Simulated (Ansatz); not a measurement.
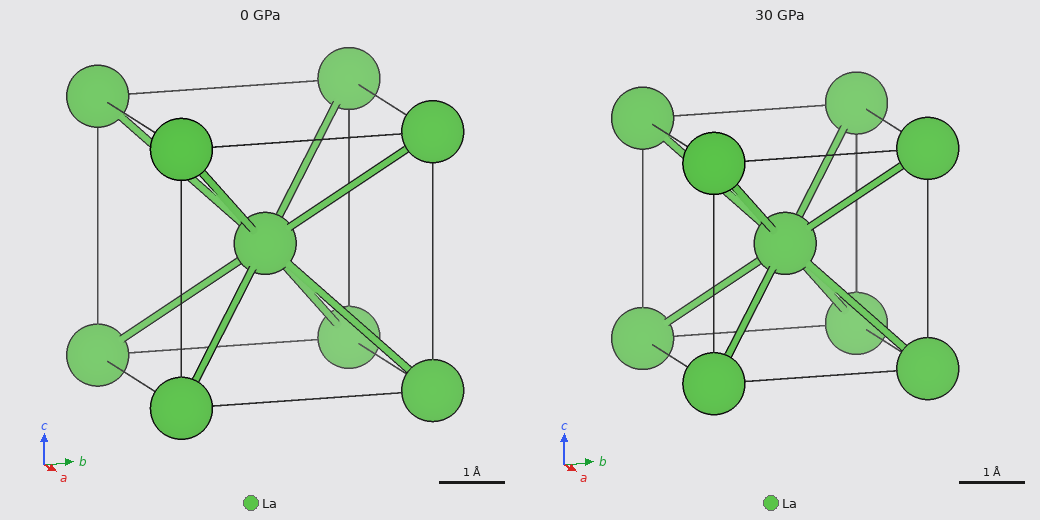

La, body-centred cubic (W type), space group Im-3m (No. 229), relaxed (cell and atoms) under a series of hydrostatic pressures; the conventional cell is drawn at the lowest and the highest, to one scale (sticks follow a distance rule). The start was a structure listed in the Materials Project. This isn't the form of La at room conditions, which is double hcp.

Alike in all runs: Ansatz 0.2.0; functional PBEsol; potentials Ansatz PAW; cutoff 420 eV; k mesh 9 × 9 × 9 on the run's cell of 1 atom; occupations fermi-dirac, width 0.05 eV; no spin polarisation; no spin-orbit coupling.

| pressure (GPa) | volume (Å³/atom) | a (Å) |
| --- | --- | --- |
| 0.0 | 34.491 | 4.101 |
| 2.0 | 32.397 | 4.016 |
| 5.0 | ? | ? |
| 10.0 | 26.784 | 3.770 |
| 20.0 | 23.467 | 3.607 |
| 30.0 | 21.262 | 3.490 |

### What equation of state do the given rows imply, and what volume does it predict for the missing row?

The fit gives V0 = 34.61 Å³/atom, B0 = 24 GPa and B0′ = 3.8, which puts the volume at 5.0 GPa at 29.69 Å³/atom. The run gave volume 29.672 Å³/atom; a 3.901 Å.

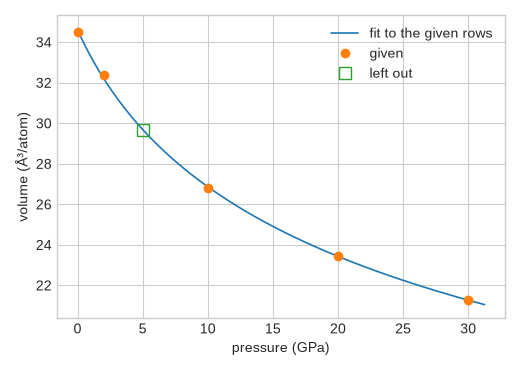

Volume against pressure, with the fit. The structure was kept in its own symmetry, so a change to another phase within this range wouldn't be seen.

Caveat: the plane-wave basis is chosen anew once the cell has moved, so the energies of steps on either side of that aren't comparable.
